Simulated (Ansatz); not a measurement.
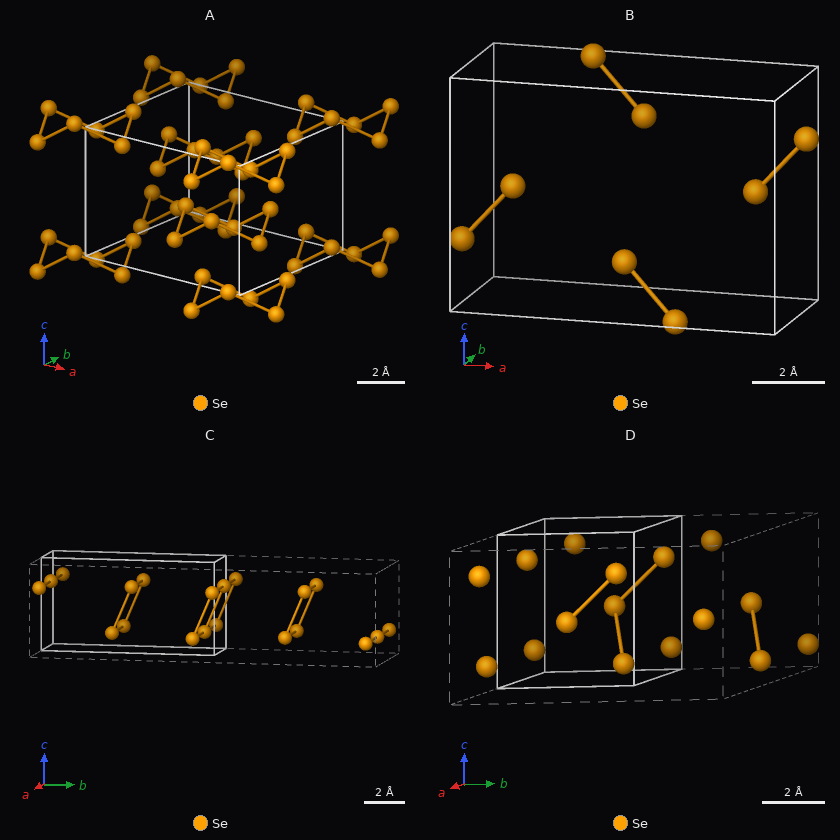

Four structures of Se, each relaxed to rest (conventional cells in solid outline, small ones repeated, each panel with its own scale). Method: DFT PBE, scalar-relativistic, plane waves, PAW in Ansatz 0.2.0, without spin polarisation.

Question: Give the type and space group of each panel.

Answer: A: 18 atoms a cell on a rhombohedral (trigonal R) lattice, R-3; B: 8 atoms a cell on a primitive orthorhombic lattice, Pnma; C: 4 atoms a cell on a base-centred orthorhombic lattice, Cmcm; D: 3 atoms a cell on a primitive hexagonal lattice, P3_221.

Question: Rank them by energy, lowest first.

Answer: D, then A (+21 meV/atom), B (+55 meV/atom) and C (+155 meV/atom), energies at zero smearing.

Question: Collect the results in a table.

Answer:
| panel | structure | E − E(lowest) (meV/atom) | volume (Å³/atom) | gap (eV) |
| --- | --- | --- | --- | --- |
| D | P3_221 | 0 | 29.8 | 1.04 |
| A | R-3 | 21 | 33.0 | 1.56 |
| B | Pnma | 55 | 33.5 | 1.12 |
| C | Cmcm | 155 | 29.2 | metal |

Some of these may be structure types tried for this composition rather than known phases, and the most stable form need not be among them. Gaps are taken on the k-mesh or band path of each run.
